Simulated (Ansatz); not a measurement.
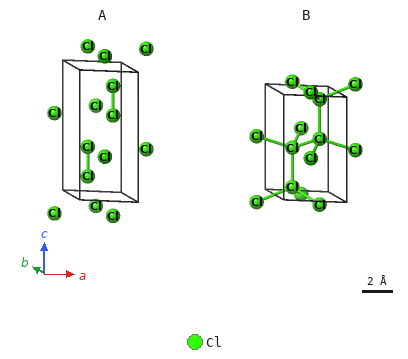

Two geometries of solid Cl (built on the lonsdaleite_194 type), drawn at one scale. One is the start of a relaxation, the other its converged end. The picture is a ball-and-stick view of the cell of the calculation, seen slightly off an axis.

The calculation used Ansatz, DFT PBEsol, scalar-relativistic, plane waves, PAW. (plane-wave cutoff 420 eV; k-point mesh 12 × 12 × 8; occupations gaussian; smearing width 0.1 eV; no spin polarisation; cell and atoms relaxed; force threshold 0.01 eV/Å; at most 80 steps)

Question: Which of the two is the end point?

Answer: Structure A is the relaxed one. Case: lonsdaleite type (P6_3/mmc, No. 194). The largest moves relative to the cell, 0.65 Å, are those of Cl atoms. The volume changes by +6.6 %, with a = b 4.327 → 4.021 Å (−7.1 %), c 7.139 → 8.808 Å (+23.4 %). Some distances before and after: Cl–Cl 2.653 → 3.339 Å, Cl–Cl 2.677 → 2.004 Å. The space group stays P6_3/mmc (No. 194). After 15 accepted moves (17 points after the start) the energy has fallen by 763 meV per atom. The largest force component goes from 0.21 to 0.00037 eV/Å. Pressure: 1.45 GPa at the start and 0.00 GPa at the end. The SCF was repeated twice at an unchanged geometry on a basis and grid sized afresh for the cell, which shifted the energy by 1.5 meV per atom at most. The run took about 3 core-minutes on a shared host.
